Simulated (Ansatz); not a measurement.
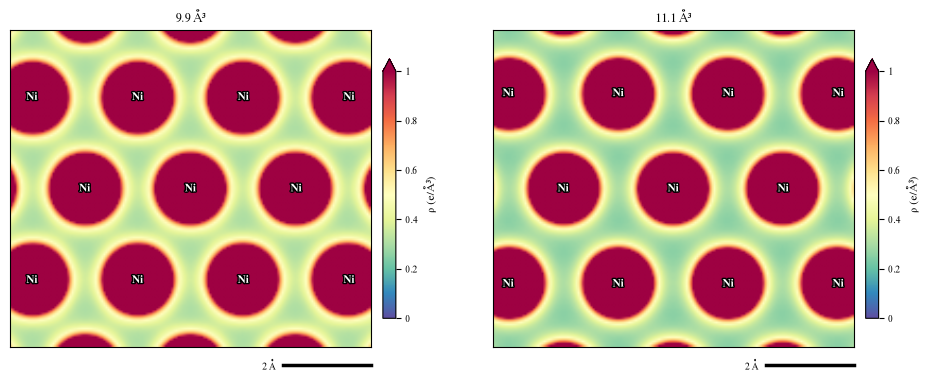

Ni. The valence charge density (pseudo) of cells scaled evenly to different volumes (given per atom above each panel), on the (111) plane of each (indices in the axes of the cell below), at one length scale and on one colour scale.

A structure from a database of computed crystals, not necessarily the ambient phase; spin-polarised.

These are results of Ansatz 0.2.0, Kohn-Sham DFT of a periodic cell, r2SCAN, Ansatz PAW, not measurements.

The density is the valence pseudo-density of a PAW calculation; it isn't the true density close to the nuclei.

The largest cell:

```xyz
1
Lattice="0.0000 1.7717 1.7717 1.7717 0.0000 1.7717 1.7717 1.7717 0.0000" Properties=species:S:1:pos:R:3 pbc="T T T"
Ni    0.0000    0.0000    0.0000
```

| volume (Å³/atom) | Ni–Ni contact in the plane (Å) | ρ at its midpoint (e/Å³) | pressure (GPa) | largest moment (μB) | 
| --- | --- | --- | --- | --- |
| 9.86 | 2.407 | 0.370 | 15.9 | 0.72 | 
| 10.28 | 2.441 | ? | ? | ? | 
| 11.12 | 2.505 | 0.308 | −10.5 | 0.84 | 

Estimate the missing row, and compare with the calculation.

Over the known rows ln ρ falls by 1.87 per Å of Ni–Ni distance (the line through the two), which gives 0.347 e/Å³ at 2.441 Å; the calculation gives 0.347 e/Å³. For the pressure, a straight line in volume between the neighbouring rows gives 7.1 GPa; the calculation gives 4.7, lower because pressure rises ever faster on compression. For the largest moment, a straight line in volume between the neighbouring rows gives 0.76 μB; the calculation gives 0.75.
